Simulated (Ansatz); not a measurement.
Read the following structure.

```yaml
crystal:
  lattice:
    - [3.61826, 0.00000, 0.00000]
    - [-1.80913, 3.13351, 0.00000]
    - [0.00000, 0.00000, 6.03122]
  atoms:
    - { symbol: Ge, position: [0.66667, 0.33333, 0.06457] }
    - { symbol: Ge, position: [0.33333, 0.66667, 0.56457] }
    - { symbol: Ge, position: [0.66667, 0.33333, 0.43543] }
    - { symbol: Ge, position: [0.33333, 0.66667, 0.93543] }
```

Question: Characterise the structure given above.

Answer: The element is germanium. The symmetry is that of P6_3/mmc (No. 194), on a primitive hexagonal lattice. Type of structure: hexagonal diamond (lonsdaleite type). The cell holds four atoms. Ge is linked to four Ge in a tetrahedral arrangement at 2.23 to 2.24 Å. The bonds build a three-dimensional framework.

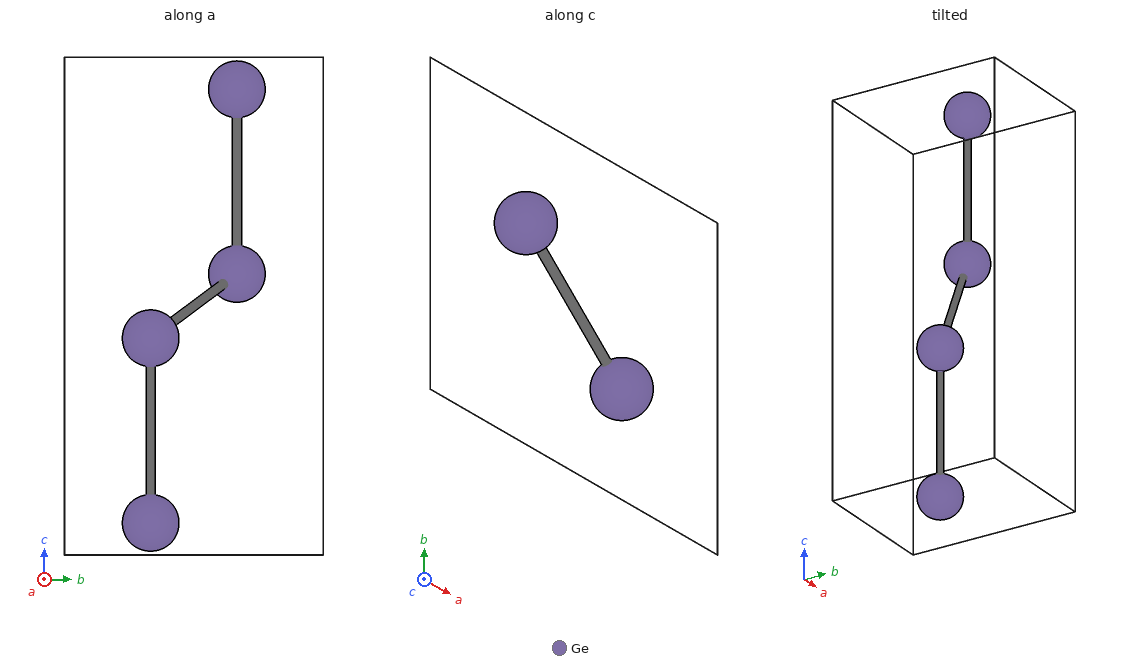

An orthographic ball-and-stick view of the structure, along the a axis, along the c axis and slightly off an axis. One conventional unit cell is framed, with atoms on its boundary repeated. Colours: germanium purple.

The model was built from a structure listed in the Materials Project. It was relaxed with Ansatz, DFT r2SCAN, scalar-relativistic, plane waves, PAW under a constraint or pressure on the cell, so some stress remains.

At this level of theory the cell isn't at rest (compressed, at 40 GPa), so its distances can differ from those at equilibrium, the more so the softer the solid.
